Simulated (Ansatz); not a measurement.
## Two runs on Al$_{16}$Cu

System: Al$_{16}$Cu (slab, 17 atoms in the cell).
Method of run A: DFT PBE+D3(BJ), scalar-relativistic, plane waves, PAW, no spin polarisation (Ansatz 0.2.0).

The structure derives from an entry of the Crystallography Open Database. Text and figures count atoms from 1; the logs count them from 0 in places.

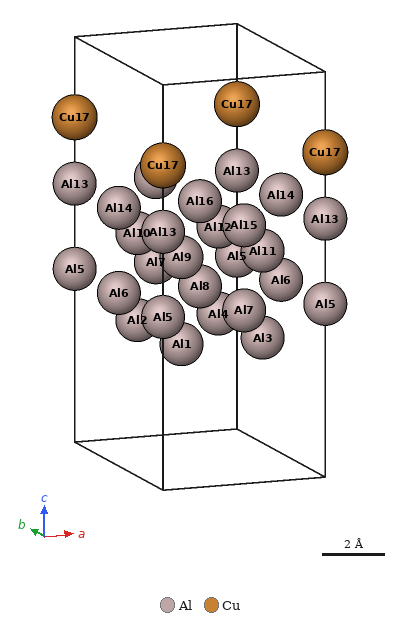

Fig. 1: The input geometry (spheres-only view of the cell of the calculation, with the vacuum cut short, seen slightly off an axis; atoms are numbered from 1 in the order of the input).

Input, run A:
```yaml
crystal:
  lattice:
    - [5.6324246412, 0.0, 0.0]
    - [0.0, 7.9654513166, 0.0]
    - [0.0, 0.0, 21.2293510975]
  atoms:
    - { symbol: Al, position: [0.25, 0.25, 0.1884183827] }
    - { symbol: Al, position: [0.25, 0.75, 0.1884183827] }
    - { symbol: Al, position: [0.75, 0.25, 0.1884183827] }
    - { symbol: Al, position: [0.75, 0.75, 0.1884183827] }
    - { symbol: Al, position: [0.0, 0.0, 0.2547466541] }
    - { symbol: Al, position: [0.0, 0.5, 0.2547466541] }
    - { symbol: Al, position: [0.5, 0.0, 0.2547466541] }
    - { symbol: Al, position: [0.5, 0.5, 0.2547466541] }
    - { symbol: Al, position: [0.25, 0.25, 0.3240951258] }
    - { symbol: Al, position: [0.25, 0.75, 0.3240951258] }
    - { symbol: Al, position: [0.75, 0.25, 0.3240951258] }
    - { symbol: Al, position: [0.75, 0.75, 0.3240951258] }
    - { symbol: Al, position: [0.0, 0.0, 0.3876402562] }
    - { symbol: Al, position: [0.0, 0.5, 0.3876402562] }
    - { symbol: Al, position: [0.5, 0.0, 0.3876402562] }
    - { symbol: Al, position: [0.5, 0.5, 0.3876402562] }
    - { symbol: Cu, position: [0.0, 0.0, 0.4912703667] }
basis:
  ecutwfc: 420
kpoints:
  mp_grid: { grid: [5, 4, 1] }
hamiltonian:
  xc: pbe
  dispersion: d3bj
scf:
  occupations: { method: gaussian, width: 0.1 }
output:
  forces: true
  eigenvalues: true
efield:
  axis: 3
  dipole_correction: true
  ramp_width: 0.04
```

Launched with:
```bash
ansatz run input.yaml --threads 1 --pin off --max-ram 3072MiB --backend cpu --events-out ev --progress --plain --runs-dir out
```

Hardware: 1 thread of Intel Xeon (Sapphire Rapids), 16 GiB of memory available, shared host.

Output, shortened to warnings, some set-up lines, iterations and results (run A):
```
Basis set: ecut = 420 eV, 18655 PW (Γ), exchange–correlation on 80×108×288 points (8 copies of the dense FFT grid, shifted against one another)
Symmetry: 4 space group operations
k-points: 9 of 20
Initial density: superposition of atomic densities (neutral atoms: chi_scale 0, normalization atom), corrected by the library's trained network
[...]
SCF iter   1: F=—  HF=-15221.887188 eV  |F-HF|=—  |Δ(HF+E_count)|=         —  Δρ=1.88e-3  dr2=1.87e-1  ethr=1.77e-3  p=0.093 e·Å  D=1.77e-2 V/Å  ΔV_dip=-0.37 eV  …
SCF iter   2: F=—  HF=-15221.878330 eV  |F-HF|=—  |Δ(HF+E_count)|=   8.86e-3  Δρ=1.26e-3  dr2=2.44e-2  ethr=2.79e-4  p=0.074 e·Å  D=1.40e-2 V/Å  ΔV_dip=-0.30 eV  …
SCF iter   3: F=—  HF=-15221.879188 eV  |F-HF|=—  |Δ(HF+E_count)|=   8.58e-4  Δρ=1.70e-3  dr2=2.06e-2  ethr=3.64e-5  p=0.082 e·Å  D=1.55e-2 V/Å  ΔV_dip=-0.33 eV  …
SCF iter   4: F=—  HF=-15221.875510 eV  |F-HF|=—  |Δ(HF+E_count)|=   3.68e-3  Δρ=3.89e-4  dr2=1.76e-3  ethr=3.07e-5  p=0.083 e·Å  D=1.57e-2 V/Å  ΔV_dip=-0.33 eV  …
SCF iter   5: F=—  HF=-15221.875176 eV  |F-HF|=—  |Δ(HF+E_count)|=   3.34e-4  Δρ=1.19e-4  dr2=1.90e-4  ethr=2.62e-6  p=0.081 e·Å  D=1.54e-2 V/Å  ΔV_dip=-0.33 eV  …
SCF iter   6: F=—  HF=-15221.875189 eV  |F-HF|=—  |Δ(HF+E_count)|=   1.32e-5  Δρ=4.10e-5  dr2=1.64e-5  ethr=2.83e-7  p=0.081 e·Å  D=1.54e-2 V/Å  ΔV_dip=-0.33 eV  …
SCF iter   7: F=—  HF=-15221.875751 eV  |F-HF|=—  |Δ(HF+E_count)|=   5.62e-4  Δρ=4.85e-6  dr2=3.83e-7  ethr=2.45e-8  p=0.081 e·Å  D=1.54e-2 V/Å  ΔV_dip=-0.33 eV  …
SCF iter   8: F=-15221.875751 eV  HF=-15221.875751 eV  |F-HF|=6.08e-9  |Δ(HF+E_count)|=   3.82e-7  Δρ=2.03e-6  dr2=4.81e-8  ethr=1.49e-10  p=0.081 e·Å  D=1.54e-2 V/Å  …
SCF 1 converged in 8 iterations: F = -15221.875751 eV  dr2 = 4.81e-8
SCF converged after 8 iterations
Free energy (F): -15221.875751 eV
Harris-Foulkes:  -15221.875751 eV  (|F-HF|=6.08e-9)
Internal energy: -15221.831782 eV  (E = F + TS)
E sigma→0 (E₀):  -15221.853767 eV
Entropy (-TS):   -0.043969 eV (-2.586 meV/atom)
Fermi energy:    -0.293645 eV
Dipole field:    D = 0.015373 V/Å  (p = 0.080918 e·Å, saw-weighted, corrected)
Work function:   Φ+ = 3.7056 eV   Φ− = 4.0320 eV
Levels:          The Fermi level and band energies are counted from a zero that moves with the ramp; work functions are not
--- Per-component energies (eV) ---
  E_band       = -877.024877
  E_kinetic    = 645.120461
  E_local      = -19346.734449  (includes V_loc(G=0)·N_el)
  E_nonlocal   = 569.934341
  E_hartree    = 9170.521595
  E_xc         = -709.343697
  E_vxc        = -557.012798  (∫ρ·V_xc dr)
  E_paw        = -9150.335664  (= ΣΔE_a)
  E_vpaw       = -529.224208  (= ΣTr[D̂ρ^β])
  E_aug_tail   = 0.000247  (compensation charges beyond the density's cutoff)
  E_efield     = 0.000622  (sawtooth field / dipole correction)
  E_vefield    = -0.136928  (∫n·V_field dr)
  E_ewald      = 3602.596114
  E_disp       = -3.591352  (pairwise vdW)
  E_smearing   = -0.043969  (= −TS)
  E_closure    = 0.000000  (closes the sum)
  Σ components = -15221.875751   (vs F -15221.875751, Δ=0.00e0)
--- Forces (eV/Å), atoms counted from 1 ---
  atom   1  Al     0.01599347    -0.00156824     0.18416131
  atom   2  Al     0.01599347     0.00156824     0.18416131
  atom   3  Al    -0.01599347    -0.00156824     0.18416131
  atom   4  Al    -0.01599347     0.00156824     0.18416131
  atom   5  Al     0.00000000     0.00000000    -0.14883009
  atom   6  Al     0.00000000     0.00000000    -0.08438595
  atom   7  Al     0.00000000     0.00000000    -0.12547100
  atom   8  Al     0.00000000     0.00000000    -0.09497875
  atom   9  Al     0.07065604    -0.03599519    -0.06946581
  atom  10  Al     0.07065604     0.03599519    -0.06946581
  atom  11  Al    -0.07065604    -0.03599519    -0.06946581
  atom  12  Al    -0.07065604     0.03599519    -0.06946581
  atom  13  Al     0.00000000     0.00000000    -0.70349814
  atom  14  Al     0.00000000     0.00000000     0.04119443
  atom  15  Al     0.00000000     0.00000000     0.13397614
  atom  16  Al     0.00000000     0.00000000    -0.01428867
  atom  17  Cu     0.00000000     0.00000000     0.53757333
  max |Σ_I F_I| component: 7.33e-5 eV/Å
```

For run B the input was changed thus:
```diff
-    - { symbol: Cu, position: [0.0, 0.0, 0.4912703667] }
+    - { symbol: Cu, position: [0.0833333333, 0.0625, 0.4912703667] }
```

How does run B compare with run A?

With the same functional and potentials, run B lies 5.6 meV per atom lower. The largest force goes from 0.703 to 0.389 eV/Å. The work function goes from 3.71 to 3.77 eV. The SCF takes 9 iterations against 8. The irreducible k-points go from 9 to 11.

Output, shortened to warnings, some set-up lines, iterations and results (run B):
```
Basis set: ecut = 420 eV, 18655 PW (Γ), exchange–correlation on 80×108×288 points (8 copies of the dense FFT grid, shifted against one another)
Symmetry: 1 space group operations
k-points: 11 of 20 (time reversal used)
Initial density: superposition of atomic densities (neutral atoms: chi_scale 0, normalization atom), corrected by the library's trained network
[...]
SCF iter   1: F=—  HF=-15221.980538 eV  |F-HF|=—  |Δ(HF+E_count)|=         —  Δρ=1.75e-3  dr2=1.52e-1  ethr=1.77e-3  p=0.083 e·Å  D=1.57e-2 V/Å  ΔV_dip=-0.33 eV  …
SCF iter   2: F=—  HF=-15221.971633 eV  |F-HF|=—  |Δ(HF+E_count)|=   8.91e-3  Δρ=9.75e-4  dr2=1.65e-2  ethr=2.26e-4  p=0.065 e·Å  D=1.23e-2 V/Å  ΔV_dip=-0.26 eV  …
SCF iter   3: F=—  HF=-15221.973471 eV  |F-HF|=—  |Δ(HF+E_count)|=   1.84e-3  Δρ=1.71e-3  dr2=1.75e-2  ethr=2.47e-5  p=0.070 e·Å  D=1.34e-2 V/Å  ΔV_dip=-0.28 eV  …
SCF iter   4: F=—  HF=-15221.970382 eV  |F-HF|=—  |Δ(HF+E_count)|=   3.09e-3  Δρ=6.00e-4  dr2=3.64e-3  ethr=2.47e-5  p=0.067 e·Å  D=1.27e-2 V/Å  ΔV_dip=-0.27 eV  …
SCF iter   5: F=—  HF=-15221.969895 eV  |F-HF|=—  |Δ(HF+E_count)|=   4.88e-4  Δρ=2.90e-4  dr2=8.80e-4  ethr=5.43e-6  p=0.066 e·Å  D=1.25e-2 V/Å  ΔV_dip=-0.27 eV  …
SCF iter   6: F=—  HF=-15221.969778 eV  |F-HF|=—  |Δ(HF+E_count)|=   1.17e-4  Δρ=9.36e-5  dr2=8.66e-5  ethr=1.31e-6  p=0.065 e·Å  D=1.24e-2 V/Å  ΔV_dip=-0.26 eV  …
SCF iter   7: F=—  HF=-15221.970327 eV  |F-HF|=—  |Δ(HF+E_count)|=   5.49e-4  Δρ=1.85e-5  dr2=3.38e-6  ethr=1.29e-7  p=0.065 e·Å  D=1.24e-2 V/Å  ΔV_dip=-0.26 eV  …
SCF iter   8: F=—  HF=-15221.970327 eV  |F-HF|=—  |Δ(HF+E_count)|=   1.18e-7  Δρ=3.13e-6  dr2=1.87e-7  ethr=5.04e-9  p=0.065 e·Å  D=1.24e-2 V/Å  ΔV_dip=-0.26 eV  …
SCF iter   9: F=-15221.970327 eV  HF=-15221.970327 eV  |F-HF|=5.26e-9  |Δ(HF+E_count)|=   1.38e-7  Δρ=9.89e-7  dr2=1.12e-8  ethr=1.49e-10  p=0.065 e·Å  D=1.23e-2 V/Å  …
SCF 1 converged in 9 iterations: F = -15221.970327 eV  dr2 = 1.12e-8
SCF converged after 9 iterations
Free energy (F): -15221.970327 eV
Harris-Foulkes:  -15221.970327 eV  (|F-HF|=5.26e-9)
Internal energy: -15221.924288 eV  (E = F + TS)
E sigma→0 (E₀):  -15221.947307 eV
Entropy (-TS):   -0.046039 eV (-2.708 meV/atom)
Fermi energy:    -0.311064 eV
Dipole field:    D = 0.012347 V/Å  (p = 0.064989 e·Å, saw-weighted, corrected)
Work function:   Φ+ = 3.7668 eV   Φ− = 4.0289 eV
Levels:          The Fermi level and band energies are counted from a zero that moves with the ramp; work functions are not
--- Per-component energies (eV) ---
  E_band       = -876.427406
  E_kinetic    = 644.334474
  E_local      = -19331.775916  (includes V_loc(G=0)·N_el)
  E_nonlocal   = 570.149093
  E_hartree    = 9163.679000
  E_xc         = -708.989805
  E_vxc        = -556.555440  (∫ρ·V_xc dr)
  E_paw        = -9150.619743  (= ΣΔE_a)
  E_vpaw       = -529.834479  (= ΣTr[D̂ρ^β])
  E_aug_tail   = 0.000247  (compensation charges beyond the density's cutoff)
  E_efield     = 0.000401  (sawtooth field / dipole correction)
  E_vefield    = -0.110171  (∫n·V_field dr)
  E_ewald      = 3594.889167
  E_disp       = -3.591207  (pairwise vdW)
  E_smearing   = -0.046039  (= −TS)
  E_closure    = 0.000000  (closes the sum)
  Σ components = -15221.970327   (vs F -15221.970327, Δ=0.00e0)
--- Forces (eV/Å), atoms counted from 1 ---
  atom   1  Al    -0.00327889    -0.01330052     0.18989097
  atom   2  Al     0.03857962    -0.00249073     0.18928210
  atom   3  Al     0.01918006    -0.01218458     0.19133692
  atom   4  Al    -0.02489053    -0.00800353     0.17657778
  atom   5  Al    -0.08656434     0.02571502    -0.14766314
  atom   6  Al    -0.03335840    -0.00712697    -0.09015933
  atom   7  Al     0.09943999     0.00034436    -0.12544006
  atom   8  Al     0.00945354     0.01152537    -0.09341927
  atom   9  Al     0.07000078     0.00789784    -0.10130761
  atom  10  Al     0.07076019     0.03323579    -0.02185079
  atom  11  Al    -0.05374780    -0.05182482    -0.07977536
  atom  12  Al    -0.05212658     0.05766047    -0.05171404
  atom  13  Al    -0.25389500    -0.03204401     0.03254949
  atom  14  Al     0.00491569    -0.05744487     0.06501795
  atom  15  Al    -0.00353969     0.02682476     0.20423710
  atom  16  Al    -0.00939370    -0.00534780    -0.01026337
  atom  17  Cu     0.20846476     0.02656744    -0.32732907
  max |Σ_I F_I| component: 2.97e-5 eV/Å
```

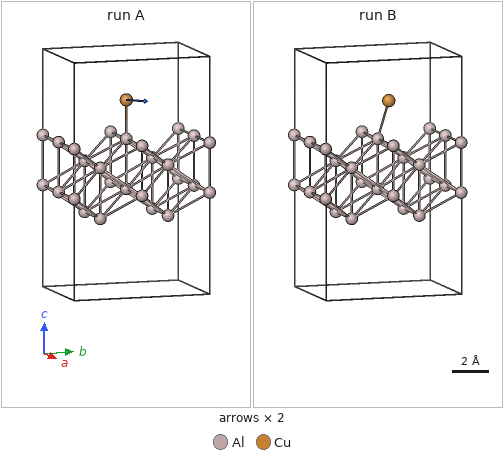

Fig. 2: The two input geometries at one scale (ball-and-stick view of the cell of the calculation, with the vacuum cut short (origin shifted), seen slightly off an axis). The blue arrows on the first give the shifts of the atoms relative to the cell, magnified 2 times. The largest move is that of the Cu atom, 0.68 Å. Al stays in place. The lattice vectors keep their values. Among the contacts that change: Al–Cu 2.200 → 2.304 Å.

The two runs side by side:

```csv
quantity,run A,run B
outcome,converged,converged
free energy per atom (eV),−895.4045,−895.4100
"energy per atom, smearing taken to zero (eV)",−895.4032,−895.4087
gap on the mesh (eV),0.00,0.00
work function (eV),3.71,3.77
largest force (eV/Å),0.703,0.389
SCF iterations,8,9
irreducible k-points,9,11
plane waves at Γ,18655,18655
wall time (shared host),32 s,34 s
```
